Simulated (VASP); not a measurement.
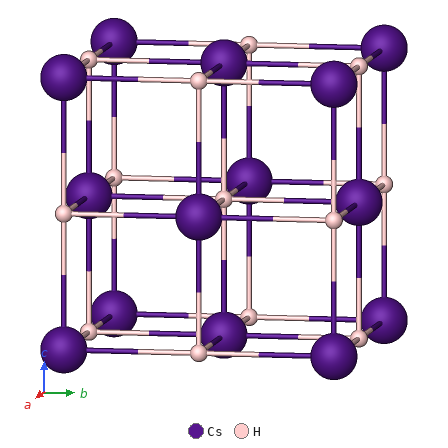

System: CsH, space group Fm-3m (No. 225). The picture shows the conventional cell.

Starting cell:
```yaml
crystal:
  lattice:
    - [0.00000, 3.20739, 3.20739]
    - [3.20739, 0.00000, 3.20739]
    - [3.20739, 3.20739, 0.00000]
  atoms:
    - { symbol: Cs, position: [0.00000, 0.00000, 0.00000] }
    - { symbol: H, position: [0.50000, 0.50000, 0.50000] }
```

Calculation (VASP 6.6.1): plane-wave DFT, no spin polarisation; energies at scaled volumes of the given cell, shape and fractions fixed, counted from the fit's minimum, third-order Birch-Murnaghan fit. Level: HSE06.

- k mesh: 6×6×6
- occupations: Gaussian
- smearing width: 0.02 eV
- potentials: VASP PAW PBE potentials, recommended
- wave cutoff: 520 eV

Describe the result: the energy and pressure against volume. The volume takes the values 31.68, 32.34, 33.00, 33.66, 34.32 Å³/atom.

A third-order Birch–Murnaghan fit gives V0 = 32.95 Å³/atom, B0 = 9.5 GPa and B′ = 4.3. The energy is 1.56 meV/atom at volume 31.68 Å³/atom and 1.57 meV/atom at 34.32 Å³/atom; the lowest computed point is at volume 33.00 Å³/atom (0.00 meV/atom), and no other minimum shows. The pressure falls from 0.37 GPa at volume 31.68 Å³/atom to −0.39 GPa at 34.32 Å³/atom, and changes sign near 32.86 Å³/atom.

```tsv
volume (Å³/atom)	energy (meV/atom)	pressure (GPa)
31.68	1.56	0.37
32.34	0.35	0.15
33.00	0.00	-0.04
33.66	0.43	-0.23
34.32	1.57	-0.39
```

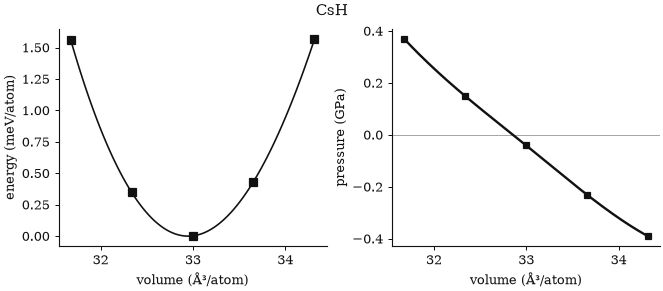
